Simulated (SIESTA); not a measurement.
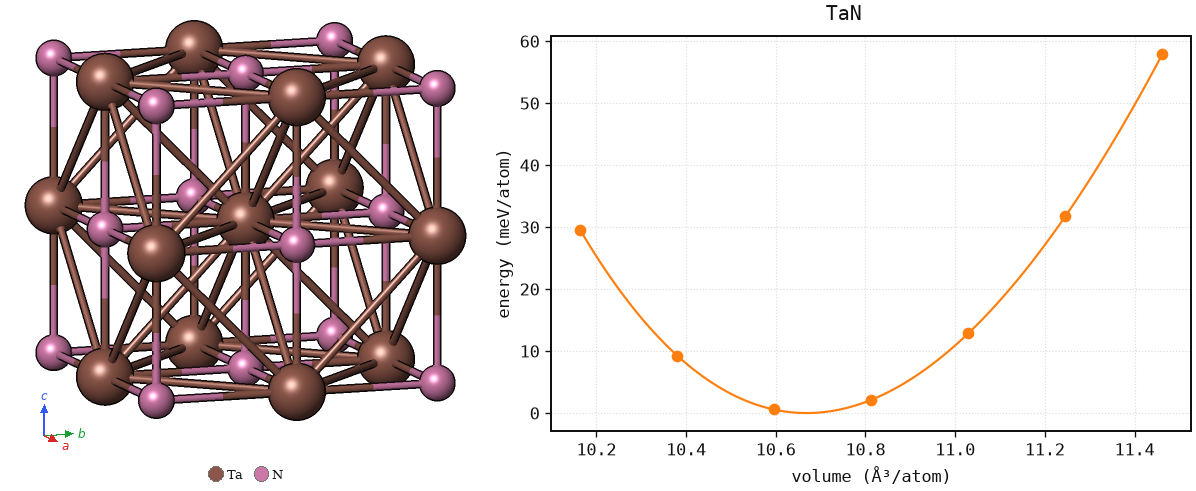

Plotted: energy against volume for TaN, space group Fm-3m (No. 225). The conventional cell is drawn beside the plot.

Structure:
```
Ta N
1.0
     0.00000    2.21132    2.21132
     2.21132    0.00000    2.21132
     2.21132    2.21132    0.00000
Ta N
1 1
Direct
  0.50000 0.50000 0.50000
  0.00000 0.00000 0.00000
```

Calculation (SIESTA 5.4.2): DFT in numerical atomic orbitals with pseudopotentials, no spin polarisation; energies at scaled volumes of the given cell, shape and fractions fixed, counted from the fit's minimum, third-order Birch-Murnaghan fit. Level: PBEsol.

k mesh 10×10×10; occupations Fermi–Dirac; smearing width 0.05 eV; potentials PseudoDojo 0.4 standard, converted to PSML, two zetas on semicore shells; program settings basis DZP, mesh cutoff 800 Ry.

This calculation gives: equilibrium volume 10.67 Å³/atom and bulk modulus 361 GPa.

Now the level changes from PBEsol to LDA. What happens?

The equilibrium volume falls from 10.67 to 10.43 Å³/atom (−2.2 %) and the bulk modulus rises from 361 to 384 GPa (+6.4 %).

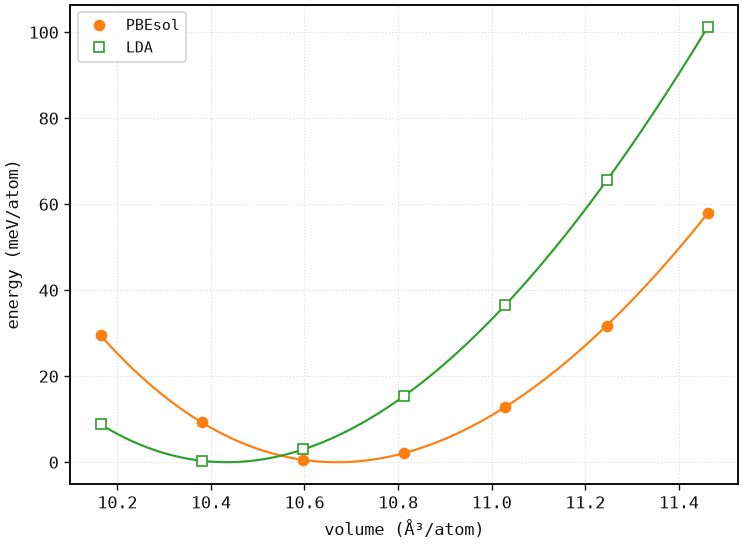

The two results together.

For both, limits of the calculation: mulliken charges of long orbitals; short basis over semicore shells.

V0 and the bulk modulus come from third-order Birch–Murnaghan fits.
